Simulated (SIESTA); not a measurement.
# MnO$_{2}$: 7 runs along one coordinate

System: MnO$_{2}$ (P6₃/mmc, 6 atoms in the cell).
Method: Kohn-Sham DFT of a periodic cell, PBEsol, PseudoDojo 0.4 standard, converted to PSML, spin-polarised (SIESTA 5.4.2).

The 7 runs differ only in the geometry, by an even scaling of the cell at fixed fractional positions. The structure derives from a Materials Project entry.

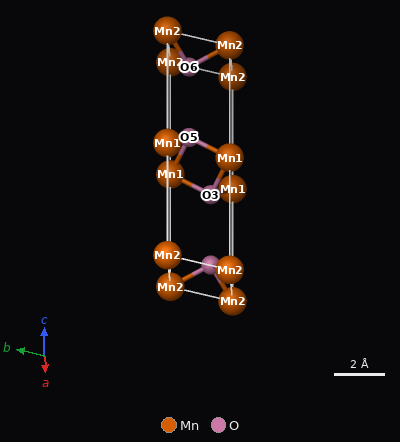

Figure 1. The structure of run 4 (ball-and-stick view of the cell of the calculation, seen at an oblique angle; atoms are numbered from 1 in the order of the input). An atom can appear more than once, as a periodic image.

**Input of run 4**
```
SystemName                      MnO2
SystemLabel                     MnO2
NumberOfSpecies                 2
NumberOfAtoms                   6
%block ChemicalSpeciesLabel
  1  25 Mn
  2   8 O
%endblock ChemicalSpeciesLabel

LatticeConstant                 1.0 Ang
%block LatticeVectors
     2.8549554371     0.0000000000     0.0000000000
    -1.4274777185     2.4724639352     0.0000000000
     0.0000000000     0.0000000000    10.2217427273
%endblock LatticeVectors
AtomicCoordinatesFormat         Fractional
%block AtomicCoordinatesAndAtomicSpecies
     0.0000000000     0.0000000000     0.5000000000  1  Mn
     0.0000000000     0.0000000000     0.0000000000  1  Mn
     0.6666666667     0.3333333333     0.4068564500  2  O
     0.6666666667     0.3333333333     0.0931435500  2  O
     0.3333333333     0.6666666667     0.5931435500  2  O
     0.3333333333     0.6666666667     0.9068564500  2  O
%endblock AtomicCoordinatesAndAtomicSpecies

%block kgrid.MonkhorstPack
    8   0   0  0.0
    0   8   0  0.0
    0   0   2  0.0
%endblock kgrid.MonkhorstPack
XC.Functional                   GGA
XC.Authors                      PBEsol
PAO.BasisSize                   DZP
PAO.EnergyShift                 0.003 Ry
Mesh.Cutoff                     800 Ry
Spin                            polarized
%block DM.InitSpin
    1   4.000
    2   4.000
    3   0.000
    4   0.000
    5   0.000
    6   0.000
%endblock DM.InitSpin
OccupationFunction              FD
ElectronicTemperature           0.05 eV
MaxSCFIterations                200
SCF.MustConverge                false
SCF.Mixer.Method                Pulay
SCF.Mixer.Weight                0.1
SCF.Mixer.History               10
SCF.DM.Tolerance                5.0e-05
SCF.H.Tolerance                 1.0e-03 eV
WriteForces                     true
Charge.Mulliken                 end
%block PAO.Basis
  Mn 5
  n=3 0 2
    2.738 0.000
  n=4 0 2
    7.595 0.000
  n=3 1 2
    3.070 0.000
  n=4 1 1
    7.595
  n=3 2 2
    5.098 0.000
%endblock PAO.Basis
```

Command:
```bash
siesta < MnO2.fdf > MnO2.out 2>&1
```

Run 5 differs from it as follows:
```diff
-     2.8549554371     0.0000000000     0.0000000000
-    -1.4274777185     2.4724639352     0.0000000000
-     0.0000000000     0.0000000000    10.2217427273
+     2.8738629778     0.0000000000     0.0000000000
+    -1.4369314888     2.4888383457     0.0000000000
+     0.0000000000     0.0000000000    10.2894383606
```

**Results, with one run withheld**

| run | volume per atom (Å³) | free energy per atom, from the lowest run given (meV) | pressure (GPa) | gap on the mesh (eV) |
| --- | --- | --- | --- | --- |
| 1 | 11.304 | 29.50 | 13.40 | 0.52 |
| 2 | 11.544 | 13.05 | 8.61 | 0.60 |
| 3 | 11.785 | 3.42 | 4.30 | 0.68 |
| 4 | 12.025 | 0.00 | 0.31 | 0.75 |
| 5 | 12.266 | ? | ? | ? |
| 6 | 12.507 | 9.52 | −6.33 | 0.89 |
| 7 | 12.747 | 21.16 | −9.13 | 0.96 |

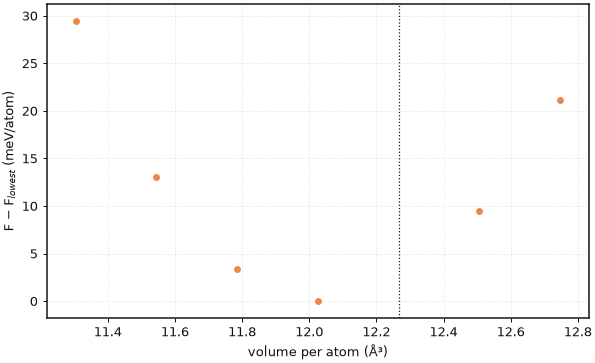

Figure 2. Free energy per atom of the runs given; the dotted line marks run 5.

Fit the runs given and predict run 5.

A cubic polynomial in V^(−2/3) (the Birch–Murnaghan form), fitted to the 6 runs given, misses them by at most 0.04 meV per atom. With x = V^(−2/3) − 0.19113 Å⁻², it reads F = 0.31957 + 719.28 x + 4.3142e+05 x² + 4.4851e+05 x³ (meV per atom). At run 5 it gives 2.25 meV per atom, and the run itself gives 2.27. The slope of the fit gives a pressure −dF/dV of −3.20 GPa there, and the run prints −3.24 GPa. The fit has its minimum at 12.046 Å³ per atom, where V d²F/dV² gives 184 GPa. Cell shape and fractional positions are held, so this is the stiffness under even scaling; the relaxed bulk modulus wasn't computed and can be far lower in a crystal of layers, chains or molecules like this one. The gap on the mesh goes, without turning, from 0.52 eV in run 1 to 0.96 eV in run 7; run 5 has 0.82 eV. These are gaps of this functional on this mesh, which can miss the band edges; they aren't the measured gap.

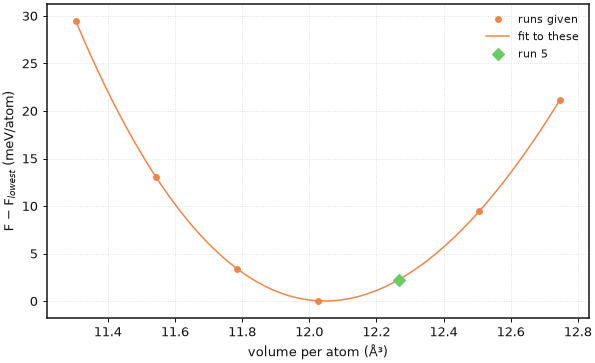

Figure 3. The fit and the withheld run.

**Some lines of the output (run 5)**
```
[...]
outcell: Cell volume (Ang**3)        :     73.5960
stepf: Fermi-Dirac step function
siesta: Etot    =     -7674.882595
siesta: FreeEng =     -7674.882595
        iscf     Eharris(eV)        E_KS(eV)     FreeEng(eV)     dDmax    Ef(eV) dHmax(eV)
siesta: E_KS(eV) =            -7713.9546
siesta: E_KS - E_eggbox =     -7713.9546
siesta: Etot    =     -7713.954648
siesta: FreeEng =     -7713.954665
siesta:         Fermi =      -6.388943
siesta: Cell volume =         73.596035 Ang**3
    Orbital volume contribution        =           3.027849 eV
```

Notes: Points of doubt noted for this run: mulliken charges of long orbitals. Semilocal DFT without U tends to delocalise the d electrons of such compounds and to underestimate the gap. With a small basis of atomic orbitals these values can differ much from converged plane-wave results.
